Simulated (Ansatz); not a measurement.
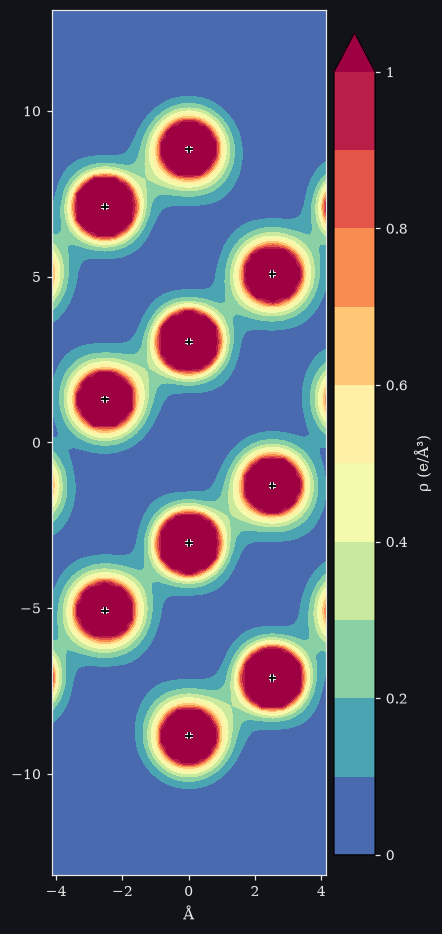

The valence charge density (pseudo) on a plane through atoms (crosses mark nuclei in the plane).

Level of theory: DFT r2SCAN, scalar-relativistic, plane waves, PAW (Ansatz).

Candidates:
A. Bi$_{2}$Te$_{3}$ (slab), a = 4.37 Å, b = 4.37 Å, c = 61.24 Å, α = 90.00°, β = 90.00°, γ = 120.00°. 
B. ZrS$_{2}$, a = 3.64 Å, b = 3.64 Å, c = 5.72 Å, α = 90.00°, β = 90.00°, γ = 120.00°. Space group P-3m1; a structure from a database of computed crystals, not necessarily the ambient phase; computed pressure about 3 GPa in this cell.

### Which candidate gave the map?

Candidate A: Bi$_{2}$Te$_{3}$ on the (110) plane of the calculation cell, a cut from vacuum to vacuum, which holds Te and Bi. Bi–Te (3.06 Å): ρ is about 0.3 e/Å³ halfway. Bi–Te (3.24 Å): ρ is about 0.21 e/Å³ halfway.
